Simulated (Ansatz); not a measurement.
**A Fermi-surface study of Ti (P6_3/mmc)**

Input file:

```yaml
crystal:
  lattice:
    - [2.95, 0.0, 0.0]
    - [-1.475, 2.55477494, 0.0]
    - [0.0, 0.0, 4.68]
  atoms:
    - { symbol: Ti, position: [0.33333333, 0.66666667, 0.25] }
    - { symbol: Ti, position: [0.66666667, 0.33333333, 0.75] }
basis:
  ecutwfc: 420
kpoints:
  mp_grid: { grid: [18, 18, 8] }
hamiltonian:
  xc: pbe
scf:
  occupations: { method: gaussian, width: 0.05 }
output:
  forces: true
  eigenvalues: true
  eigenstates:
    nscf_kmesh: { grid: [30, 30, 18] }
    top_band: c6
    de_dk: true
    localisation: false
  stress: true
checkpoint:
  write: ck
  compress: false
  write_wavefunctions: false
  write_every: 100000
```

Run with:

```sh
ansatz run input.yaml --threads 2 --pin off --max-ram 5120MiB --backend cpu --events-out ev --progress --plain --runs-dir out
```

Theory: DFT PBE, scalar-relativistic, plane waves, PAW; levels and slopes on a dense k mesh at the converged density (Ansatz 0.2.0). No spin polarisation. Mesh 30×30×18, interpolated with the band slopes. Cell and positions as given, without relaxation.

## 1. The sheets

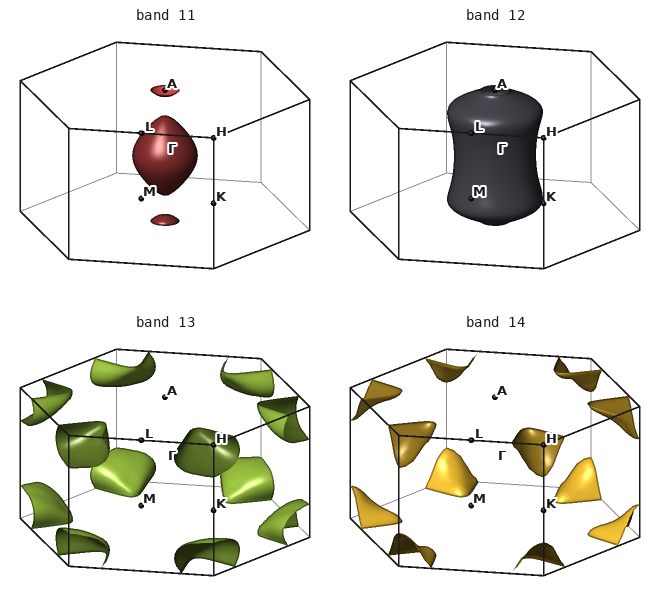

Computed Fermi surface of this crystal. Each panel holds one band. The brighter face of a sheet looks towards empty states.

> Describe the Fermi surface sheet by sheet.

Four bands cross the Fermi level; this is a three-dimensional metal.

Band 11: one hole pocket centred at Γ (2.0 % of the zone) and one hole pocket centred at A (0.06 % of the zone).
Band 12: one open hole tube parallel to Γ–A.
Band 13: two electron pockets centred at H (each 4.0 % of the zone).
Band 14: two electron pockets centred at H (each 1.8 % of the zone).
A pocket cut by a face of the zone is counted once with the part on the opposite face.

## 2. Speeds

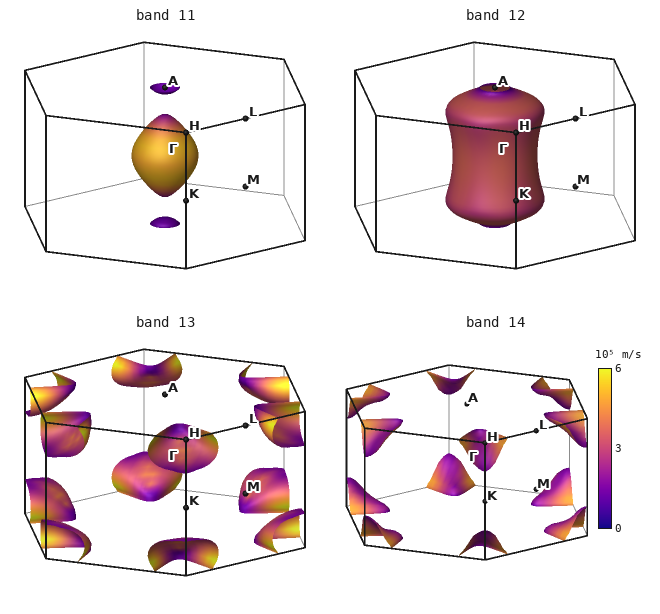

Fermi surface of this crystal, coloured by the Fermi speed.

> Give the range and mean of the Fermi speed for each band.

Band 11: 1.2 to 5.2 × 10⁵ m/s over most of the sheet, 3.8 × 10⁵ m/s on average over states. Band 12: 2.2 to 3.7 × 10⁵ m/s over most of the sheet, 3.2 × 10⁵ m/s on average over states. Band 13: 1.4 to 5.6 × 10⁵ m/s over most of the sheet, 2.8 × 10⁵ m/s on average over states. Band 14: 1.6 to 4.6 × 10⁵ m/s over most of the sheet, 2.6 × 10⁵ m/s on average over states.

> Which of these bands adds most to the density of states at the Fermi level?

Band 13, with 0.68 of 1.8 states/eV per cell.

## 3. Cuts and bands

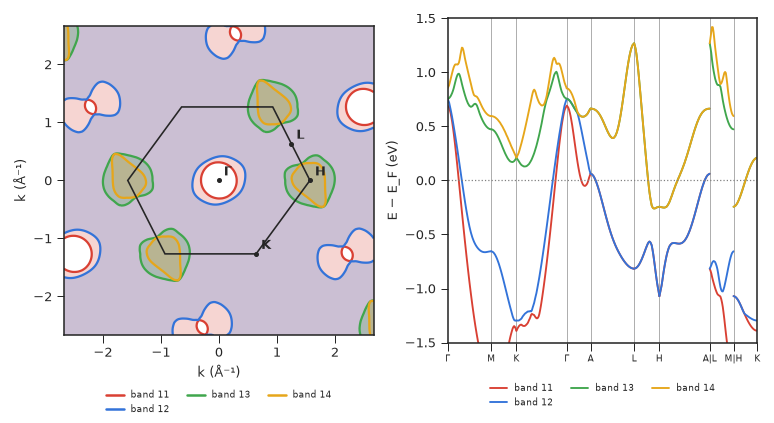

This crystal: cut through the Fermi surface in the plane through Γ, H and L, filled states shaded, and the bands that cross the Fermi level.

> For each band, read its level at the labelled points (eV from the Fermi level).

```
   band      Γ      A      K      H      M      L
band 11  +0.69  +0.06  −1.39  −1.07  below  −0.82
band 12  +0.76  +0.06  −1.30  −1.07  −0.66  −0.82
band 13  +0.76  +0.66  +0.21  −0.24  +0.47  +1.27
band 14  +0.85  +0.66  +0.21  −0.24  +0.59  +1.27
```

Negative values are filled states; "above" and "below" lie outside the plotted window.

## 4. Nesting

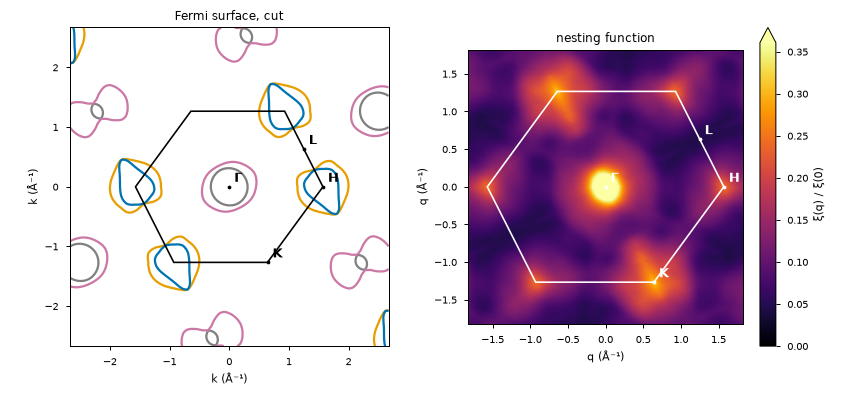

This crystal: a cut of the Fermi surface and the nesting function ξ(q) = Σ δ(ε_k) δ(ε_k+q) over all sheets (each δ a Gaussian as wide as the level changes between mesh points, at least 0.03 eV; heights depend on it), both in the plane through Γ, H and L.

> Where is the strongest nesting away from q = 0?

The highest maximum lies at K, at q = (−0.67, 0.33, 0.00) in units of the primitive reciprocal vectors. It reaches 0.33 of the value at q = 0, against a mean of 0.11. A peak of ξ alone doesn't prove an instability there.

A magnetic state wasn't tried and may lie lower. Necks and pockets thinner than about two mesh steps aren't resolved, so separate pockets may in truth be joined.

Cost: 3.9 s on 2 threads of AMD EPYC 9R45 96-Core Processor (Zen 5), with other jobs on the host, peak memory 0.58 GiB.
